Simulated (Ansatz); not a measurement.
Run report: MoS₂, geometry relaxation (part 1 of 2)

The run: geometry relaxation of MoS₂ (R-3m, 3 atoms in the cell). Method and program: DFT PBE+D3(BJ), scalar-relativistic, plane waves, PAW, PAW set soft_1, no spin polarisation (Ansatz 0.2.0).

The structure derives from an entry of the Crystallography Open Database.

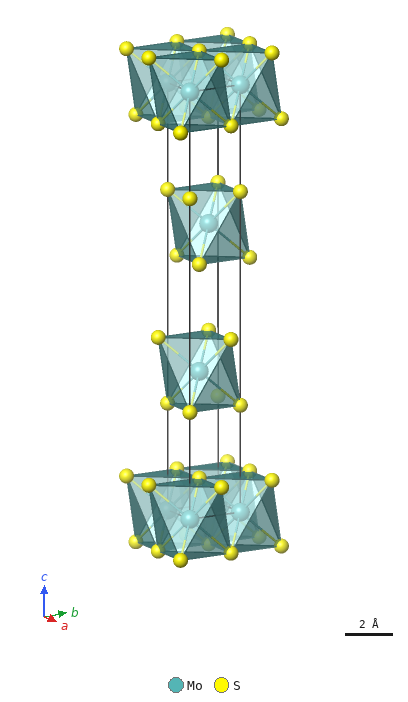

Figure 1. The starting structure (polyhedral view of the cell 3 times as large as that of the calculation, set on its symmetry axes, seen slightly off an axis; polyhedra are completed across the faces of the cell). An atom can appear more than once, as a periodic image.

## The input
```yaml
crystal:
  lattice:
    - [1.5855007458, 0.9153892824, 6.115]
    - [-1.5855007458, 0.9153892824, 6.115]
    - [0.0, -1.8307785648, 6.115]
  atoms:
    - { symbol: Mo, position: [0.0, 0.0, 0.0] }
    - { symbol: S, position: [0.75, 0.75, 0.75] }
    - { symbol: S, position: [0.25, 0.25, 0.25] }
basis:
  ecutwfc: 420
kpoints:
  mp_grid: { grid: [9, 9, 9] }
hamiltonian:
  xc: pbe
  pseudopotentials: { kind: paw, azcp: { folder: soft_1 } }
  dispersion: d3bj
scf:
  occupations: { method: gaussian, width: 0.1 }
output:
  forces: true
  stress: true
  eigenvalues: true
relax:
  adjacent_minimum: "off"
  f_tol: 0.05
  max_steps: 80
  cell: { stress_tol: 0.5 }
```

Machine: 1 thread of Arm Neoverse V2, 24 GiB of memory available, shared host.

Command:
```bash
ansatz run input.yaml --threads 1 --pin off --max-ram 3072MiB --backend cpu --events-out ev --progress --plain --runs-dir out
```

## Log
```
basis.fft_grid_basis auto: the FFT boxes are laid along the combinations [[1, 0, -1], [0, 1, -1], [0, 0, 1]] of the cell's own vectors, 3.171, 3.171 and 6.383 Å long. The dense box has 24×24×45 points. Along the cell's own vectors, as sized, it would have 45×45×45, 3.52 times as many. Of the 12 symmetry operations that the crystal satisfies within crystal.symmetry.tolerance (time reversal apart; of a slab, those that keep its plane) the dense box along the cell's own vectors carries 12, and the one as laid loses 8 of those. basis.fft_grid_basis: typed keeps the cell's own vectors: state it where this run's energies or levels are differenced outside the engine with another run's, or held beside a run that keeps those vectors.
Engine: ansatz 0.2.0, aarch64-unknown-linux-gnu
Pseudopotentials: kind: paw
Pseudopotential: Mo, paw, valence charge 14, recommended cutoff 420 eV (normal), [file]
Pseudopotential: S, paw, valence charge 6, recommended cutoff 420 eV (normal), [file]
Functional definition: PBE
  parameter kappa = 0.804
  parameter beta = 0.06672455060314922
  exchange = pbe_x(kappa = kappa, mu = beta*pi^2/3)
  correlation = pbe_c(beta = beta)
Crystal: 3 atoms, lattice volume = 53.250 Å³
Basis set: ecut = 420 eV, 1023 PW (Γ), FFT grids on a1−a3, a2−a3, a3, exchange–correlation on 48×48×90 points (8 copies of the dense FFT grid, shifted against one another)
Bands: 17, of which v1, the nominal top of the filled ones, is band 13 counted from 1 (12 counted from 0)
Symmetry: 12 space group operations
Space group: R-3m (ITA 166), of the structure as read, at distance tolerance 3.8e-5 Å
k-points: 85 of 729
Non-local potential: Mo, projectors of the file, l = 0: 3, l = 1: 2, l = 2: 2, l = 3: 1
Non-local potential: S, projectors of the file, l = 0: 2, l = 1: 2, l = 2: 1
PAW form: soft (Blöchl's): semilocal exchange-correlation on the pseudo side does not see the compensation charge
PAW one-centre angular grid: Mo, 590 points (default); XC on 64 Gauss nodes
PAW one-centre angular grid: S, 110 points (default); XC on 64 Gauss nodes
Initial density: superposition of atomic densities (chi_scale 0.1, normalization cell, long waves kept (reshape's long-wave potential 0.07 eV rms))
Initial wavefunctions: pseudopotential atomic-orbital guess
Functional: x = pbe(κ = 0.804, μ = 0.2195149727645171), c = pbe(β = 0.06672455060314922)
SCF iter   1: F=—  HF=-6763.964648 eV  |F-HF|=—  |Δ(HF+E_count)|=         —  Δρ=6.10e-2  dr2=2.47e0  ethr=3.10e-3  ⟨swp⟩=6.3  Hψ=8652  notcnv=0
preconditioner: auto → Kerker (q_TF=auto, 2.421 Å⁻¹)  [metal: Δε(μ)=0.008 eV  Ē_g=8.552 eV  σ=0.100 eV  W_gap=0.05  n_scr=16 (ndim 8)  ℏωp=21.6 eV  f_vac=0.002  D(μ)=1.09/eV (n_scr^D=2)]
SCF iter   2: F=—  HF=-6763.476367 eV  |F-HF|=—  |Δ(HF+E_count)|=   4.88e-1  Δρ=3.54e-2  dr2=8.70e-1  ethr=3.10e-3  ⟨swp⟩=2.8  Hψ=2952  notcnv=0  defer=2
SCF iter   3: F=—  HF=-6763.231655 eV  |F-HF|=—  |Δ(HF+E_count)|=   2.45e-1  Δρ=6.68e-3  dr2=7.74e-2  ethr=3.10e-3  ⟨swp⟩=2.0  Hψ=2410  notcnv=0  defer=2
SCF iter   4: F=—  HF=-6763.224643 eV  |F-HF|=—  |Δ(HF+E_count)|=   7.01e-3  Δρ=2.85e-3  dr2=1.09e-2  ethr=2.98e-4  ⟨swp⟩=1.6  Hψ=2244  notcnv=0  defer=2
SCF iter   5: F=—  HF=-6763.223792 eV  |F-HF|=—  |Δ(HF+E_count)|=   8.51e-4  Δρ=1.50e-3  dr2=1.80e-3  ethr=4.18e-5  ⟨swp⟩=2.8  Hψ=3010  notcnv=0  defer=2
SCF iter   6: F=—  HF=-6763.223842 eV  |F-HF|=—  |Δ(HF+E_count)|=   4.94e-5  Δρ=1.94e-4  dr2=2.49e-5  ethr=6.92e-6  ⟨swp⟩=2.2  Hψ=2128  notcnv=0  defer=2
SCF iter   7: F=—  HF=-6763.223893 eV  |F-HF|=—  |Δ(HF+E_count)|=   5.16e-5  Δρ=5.51e-5  dr2=1.70e-6  ethr=9.59e-8  ⟨swp⟩=2.1  Hψ=2298  notcnv=0  defer=2
SCF iter   8: F=-6763.223897 eV  HF=-6763.223897 eV  |F-HF|=3.42e-8  |Δ(HF+E_count)|=   3.88e-6  Δρ=9.29e-6  dr2=3.79e-8  ethr=3.85e-10  ⟨swp⟩=6.6  Hψ=8969  notcnv=0
SCF 1 converged in 8 iterations: F = -6763.223897 eV  dr2 = 3.79e-8
  greatest PAW one-centre occupation: 0.999 electrons in one spin orbital (limit 2), on the Mo atom at site 0 (counted from 0), in its partial waves of l = 0
relax step   1: F+E_penalty+E_count = -6763.22389724 eV  Δ(F+E_penalty+E_count) = +0.000e0 eV  max|allowed force component| = 9.967e-1 eV/Å  Δτ_max = 0.0000 Å  P = +3.954 GPa  Ω = 53.250 Å³  (8 SCF iters, dr2 threshold 1.00e-7 eV, accepted)
Crystal: 3 atoms, lattice volume = 48.516 Å³
Basis set: ecut = 420 eV, 961 PW (Γ), FFT grids on a1−a3, a2−a3, a3, exchange–correlation on 48×48×90 points (8 copies of the dense FFT grid, shifted against one another)
Initial density: handed on by an earlier stage of this run
Initial wavefunctions: those handed on with the density
iter 1 solved again at ethr=2.44e-4 eV; its pass at ethr=3.10e-3 eV (dr2=6.36e-2 eV) is discarded
SCF iter   1: F=—  HF=-6763.285947 eV  |F-HF|=—  |Δ(HF+E_count)|=         —  Δρ=1.21e-2  dr2=6.38e-2  ethr=2.44e-4  ⟨swp⟩=1.9  Hψ=9895  notcnv=0
preconditioner: auto → Kerker (q_TF=auto, 2.459 Å⁻¹)  [metal: Δε(μ)=0.059 eV  Ē_g=8.118 eV  σ=0.100 eV  W_gap=0.32  n_scr=16 (ndim 8)  ℏωp=22.6 eV  f_vac=0.000  D(μ)=1.02/eV (n_scr^D=2)]
SCF iter   2: F=—  HF=-6763.275712 eV  |F-HF|=—  |Δ(HF+E_count)|=   1.02e-2  Δρ=7.13e-3  dr2=2.48e-2  ethr=2.44e-4  ⟨swp⟩=1.3  Hψ=1479  notcnv=0
SCF iter   3: F=—  HF=-6763.271223 eV  |F-HF|=—  |Δ(HF+E_count)|=   4.49e-3  Δρ=1.47e-3  dr2=1.02e-3  ethr=9.53e-5  ⟨swp⟩=2.1  Hψ=2068  notcnv=0
SCF iter   4: F=—  HF=-6763.271276 eV  |F-HF|=—  |Δ(HF+E_count)|=   5.25e-5  Δρ=5.34e-4  dr2=3.56e-4  ethr=3.93e-6  ⟨swp⟩=2.2  Hψ=2236  notcnv=0
SCF iter   5: F=—  HF=-6763.271244 eV  |F-HF|=—  |Δ(HF+E_count)|=   3.14e-5  Δρ=2.08e-4  dr2=6.48e-5  ethr=1.37e-6  ⟨swp⟩=2.5  Hψ=2033  notcnv=0
SCF iter   6: F=—  HF=-6763.271249 eV  |F-HF|=—  |Δ(HF+E_count)|=   4.29e-6  Δρ=5.91e-5  dr2=1.84e-6  ethr=2.49e-7  ⟨swp⟩=2.0  Hψ=2042  notcnv=0
SCF iter   7: F=-6763.271249 eV  HF=-6763.271249 eV  |F-HF|=9.62e-9  |Δ(HF+E_count)|=   3.28e-7  Δρ=1.22e-5  dr2=7.31e-8  ethr=1.15e-9  ⟨swp⟩=8.5  Hψ=7983  notcnv=0
SCF 2 converged in 7 iterations: F = -6763.271249 eV  dr2 = 7.31e-8
relax step   2: F+E_penalty+E_count = -6763.27124906 eV  Δ(F+E_penalty+E_count) = -4.735e-2 eV  max|allowed force component| = 3.702e-1 eV/Å  Δτ_max = 0.1836 Å  P = +0.876 GPa  Ω = 48.516 Å³  energy of the carried Pulay correction = +9.881e-4 eV  (7 SCF iters, dr2 threshold 3.00e-7 eV, accepted)
Crystal: 3 atoms, lattice volume = 51.124 Å³
Basis set: ecut = 420 eV, 997 PW (Γ), FFT grids on a1−a3, a2−a3, a3, exchange–correlation on 48×48×90 points (8 copies of the dense FFT grid, shifted against one another)
iter 1 solved again at ethr=7.65e-5 eV; its pass at ethr=3.10e-3 eV (dr2=1.99e-2 eV) is discarded
SCF iter   1: F=—  HF=-6763.302707 eV  |F-HF|=—  |Δ(HF+E_count)|=         —  Δρ=5.81e-3  dr2=2.10e-2  ethr=7.65e-5  ⟨swp⟩=2.0  Hψ=9766  notcnv=0
preconditioner: auto → Kerker (q_TF=auto, 2.438 Å⁻¹)  [metal: Δε(μ)=0.036 eV  Ē_g=8.014 eV  σ=0.100 eV  W_gap=0.19  n_scr=16 (ndim 8)  ℏωp=22.0 eV  f_vac=0.006  D(μ)=1.01/eV (n_scr^D=2)]
SCF iter   2: F=—  HF=-6763.299582 eV  |F-HF|=—  |Δ(HF+E_count)|=   3.13e-3  Δρ=3.37e-3  dr2=8.63e-3  ethr=7.65e-5  ⟨swp⟩=1.0  Hψ=1449  notcnv=0
SCF iter   3: F=—  HF=-6763.298100 eV  |F-HF|=—  |Δ(HF+E_count)|=   1.48e-3  Δρ=8.28e-4  dr2=4.17e-4  ethr=3.32e-5  ⟨swp⟩=2.0  Hψ=2037  notcnv=0
SCF iter   4: F=—  HF=-6763.298168 eV  |F-HF|=—  |Δ(HF+E_count)|=   6.76e-5  Δρ=3.28e-4  dr2=1.81e-4  ethr=1.60e-6  ⟨swp⟩=2.0  Hψ=2187  notcnv=0
SCF iter   5: F=—  HF=-6763.298153 eV  |F-HF|=—  |Δ(HF+E_count)|=   1.46e-5  Δρ=1.40e-4  dr2=2.68e-5  ethr=6.94e-7  ⟨swp⟩=2.2  Hψ=2005  notcnv=0
SCF iter   6: F=—  HF=-6763.298155 eV  |F-HF|=—  |Δ(HF+E_count)|=   2.01e-6  Δρ=4.02e-5  dr2=8.34e-7  ethr=1.03e-7  ⟨swp⟩=2.4  Hψ=2264  notcnv=0
SCF iter   7: F=-6763.298155 eV  HF=-6763.298155 eV  |F-HF|=5.56e-9  |Δ(HF+E_count)|=   1.93e-8  Δρ=6.57e-6  dr2=2.67e-8  ethr=1.15e-9  ⟨swp⟩=7.8  Hψ=7444  notcnv=0
SCF 3 converged in 7 iterations: F = -6763.298155 eV  dr2 = 2.67e-8
relax step   3: F+E_penalty+E_count = -6763.29815546 eV  Δ(F+E_penalty+E_count) = -2.691e-2 eV  max|allowed force component| = 4.441e-2 eV/Å  Δτ_max = 0.0799 Å  P = -0.096 GPa  Ω = 51.124 Å³  energy of the carried Pulay correction = +4.327e-4 eV  (7 SCF iters, dr2 threshold 3.00e-7 eV, accepted)
Initial wavefunctions: pseudopotential atomic-orbital guess (no wavefunctions were taken with the density)
iter 1 solved again at ethr=1.04e-6 eV; its pass at ethr=3.10e-3 eV (dr2=2.71e-4 eV) is discarded
SCF iter   1: F=—  HF=-6763.297759 eV  |F-HF|=—  |Δ(HF+E_count)|=         —  Δρ=5.55e-5  dr2=2.50e-7  ethr=1.04e-6  ⟨swp⟩=3.4  Hψ=12567  notcnv=0
eigensolver tolerance schedule: the retry pair's looser diagonalisation over-reported the residual by 1082.25 of it (diagonalisation noise at 0.57 of the residual, at the tolerance the schedule requests for it); recorded, not acted on — ethr = c·dr2/N_el stays at c = 1.0e-1
preconditioner: auto → Kerker (q_TF=auto, 2.438 Å⁻¹)  [metal: Δε(μ)=0.043 eV  Ē_g=8.017 eV  σ=0.100 eV  W_gap=0.24  n_scr=16 (ndim 8)  ℏωp=22.0 eV  f_vac=0.003  D(μ)=1.03/eV (n_scr^D=2)]
SCF iter   2: F=—  HF=-6763.297759 eV  |F-HF|=—  |Δ(HF+E_count)|=   7.92e-7  Δρ=2.96e-5  dr2=7.40e-8  ethr=9.62e-10  ⟨swp⟩=3.1  Hψ=3120  notcnv=0
iter 3 did not close the SCF: its close was put off for the readings that it lacked (scf_convergence_deferred on its scf_iter line)
SCF iter   3: F=-6763.297759 eV  HF=-6763.297759 eV  |F-HF|=2.01e-9  |Δ(HF+E_count)|=   1.11e-7  Δρ=2.44e-6  dr2=1.91e-9  ethr=2.85e-10  ⟨swp⟩=2.0  Hψ=2549  notcnv=0
iter 4 did not close the SCF: its close was put off for the readings that it lacked (scf_convergence_deferred on its scf_iter line)
SCF iter   4: F=-6763.297759 eV  HF=-6763.297759 eV  |F-HF|=4.87e-10  |Δ(HF+E_count)|=   1.96e-9  Δρ=9.87e-7  dr2=6.14e-10  ethr=7.36e-12  ⟨swp⟩=2.3  Hψ=2347  notcnv=0
iter 5 did not close the SCF: its close was put off for the readings that it lacked (scf_convergence_deferred on its scf_iter line)
SCF iter   5: F=-6763.297759 eV  HF=-6763.297759 eV  |F-HF|=1.36e-11  |Δ(HF+E_count)|=  6.66e-10  Δρ=2.66e-7  dr2=5.03e-11  ethr=2.36e-12  ⟨swp⟩=2.2  Hψ=2324  notcnv=0
SCF iter   6: F=-6763.297759 eV  HF=-6763.297759 eV  |F-HF|=0.00e0  |Δ(HF+E_count)|=  3.09e-11  Δρ=7.57e-8  dr2=3.88e-12  ethr=1.00e-12  ⟨swp⟩=2.6  Hψ=4381  notcnv=0
SCF 4 converged in 6 iterations: F = -6763.297759 eV  dr2 = 3.88e-12
relax step   4: F+E_penalty+E_count = -6763.29775877 eV  Δ(F+E_penalty+E_count) = +3.967e-4 eV  max|allowed force component| = 4.456e-2 eV/Å  Δτ_max = 0.0000 Å  P = -0.098 GPa  Ω = 51.124 Å³  stress off target by 2.61e-1 GPa  SCF on the basis re-selected at this cell (its energy is not comparable with the rows above)  (6 SCF iters)
```
